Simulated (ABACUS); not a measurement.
**Energy of MnS along an even scaling of the cell**

System: MnS (Fm-3m, 2 atoms in the cell).
Method: Kohn-Sham DFT of a periodic cell, PBEsol, PseudoDojo NC SR 0.4.1 PBEsol standard, spin-polarised (ABACUS 3.10.1).

The 7 runs differ only in the geometry, by an even scaling of the cell at fixed fractional positions. The structure derives from an entry of the Crystallography Open Database.

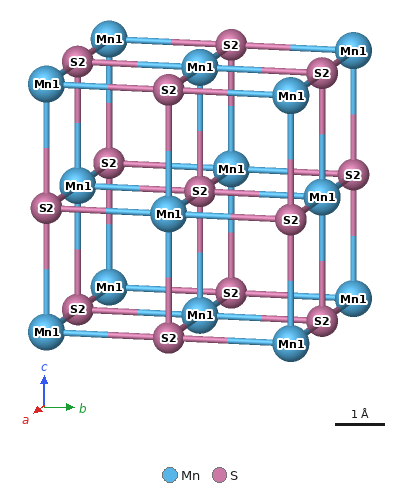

Figure 1. The structure of run 4 (ball-and-stick view of the cell 4 times as large as that of the calculation, set on its symmetry axes, seen slightly off an axis; atoms are numbered from 1 in the order of the input). An atom can appear more than once, as a periodic image.

### Input of run 4
```
INPUT_PARAMETERS
suffix              MnS
calculation         scf
basis_type          pw
pseudo_dir          ./
symmetry            1
dft_functional      pbesol
ecutwfc             97
pseudo_rcut         7
nspin               2
nbands              17
ks_solver           dav
smearing_method     fd
smearing_sigma      0.00367493
scf_thr             1e-08
scf_nmax            100
mixing_type         broyden
mixing_beta         0.4
cal_force           1
cal_stress          1
out_chg             1
out_pot             2
out_elf             1
```

### File STRU of run 4
```
ATOMIC_SPECIES
Mn 54.9380 Mn.upf
S 32.0600 S.upf

LATTICE_CONSTANT
1.8897261246

LATTICE_VECTORS
0.0000000000 2.6045000000 2.6045000000
2.6045000000 0.0000000000 2.6045000000
2.6045000000 2.6045000000 0.0000000000

ATOMIC_POSITIONS
Direct

Mn
0.0
1
0.0000000000 0.0000000000 0.0000000000 1 1 1 mag 4

S
0.0
1
0.5000000000 0.5000000000 0.5000000000 1 1 1 mag 0
```

### File KPT of run 4
```
K_POINTS
0
Gamma
9 9 9 0 0 0
```

Command:
```bash
OMP_NUM_THREADS=1 mpirun -np 4 abacus > log
```

Run 5 has the same physical settings and fractional positions; its lattice vectors (Å) are:
```
   0.000000    2.621749    2.621749
   2.621749    0.000000    2.621749
   2.621749    2.621749    0.000000
```

### Results, with one run withheld

| run | volume per atom (Å³) | free energy per atom, from the lowest run given (meV) | pressure (GPa) |
| --- | --- | --- | --- |
| 1 | 16.607 | 0.00 | −3.87 |
| 2 | 16.961 | 9.52 | −4.82 |
| 3 | 17.314 | 21.20 | −5.81 |
| 4 | 17.667 | 35.01 | −6.74 |
| 5 | 18.021 | ? | ? |
| 6 | 18.374 | 68.28 | −8.34 |
| 7 | 18.727 | 87.42 | −9.05 |

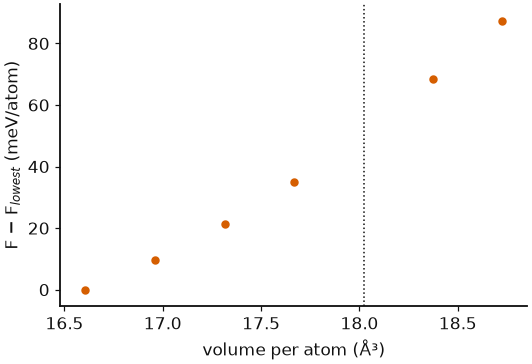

Figure 2. Free energy per atom of the runs given; the dotted line marks run 5.

What should run 5 give?

A cubic polynomial in V^(−2/3) (the Birch–Murnaghan form), fitted to the 6 runs given, misses them by at most 0.02 meV per atom. With x = V^(−2/3) − 0.14789 Å⁻², it reads F = 31.544 − 7232.7 x + 3.1115e+05 x² − 1.4784e+06 x³ (meV per atom). At run 5 it gives 50.77 meV per atom, and the run itself gives 50.76. The slope of the fit gives a pressure −dF/dV of −7.55 GPa there, and the run prints −7.57 GPa. The fit has no minimum inside this range.

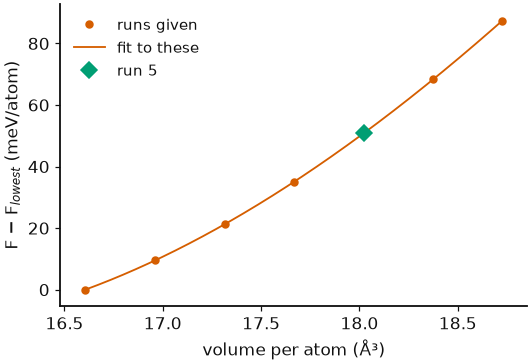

Figure 3. The fit and the withheld run.

### Some lines of the output (run 5)
```
[...]
 E_Fermi        0.7273786725         9.8964945493
 E_Fermi        0.7235157432         9.8439367004
 E_Fermi        0.7279432884         9.9041765430
 E_Fermi        0.7298895413         9.9306566728
 E_Fermi        0.7296780566         9.9277792754
 E_Fermi        0.7298181632         9.9296855238
 E_Fermi        0.7299192425         9.9310607777
 E_Fermi        0.7299884990         9.9320030604
 E_KS(sigma->0) -239.6666455237      -3260.8319996685
 E_Fermi        0.7299515814         9.9315007714
 final etot is -3260.8349737 eV
 EFERMI = 9.9315007714 eV
 TOTAL-PRESSURE: -75.681591 KBAR
 !FINAL_ETOT_IS -3260.8349737059343170 eV
```
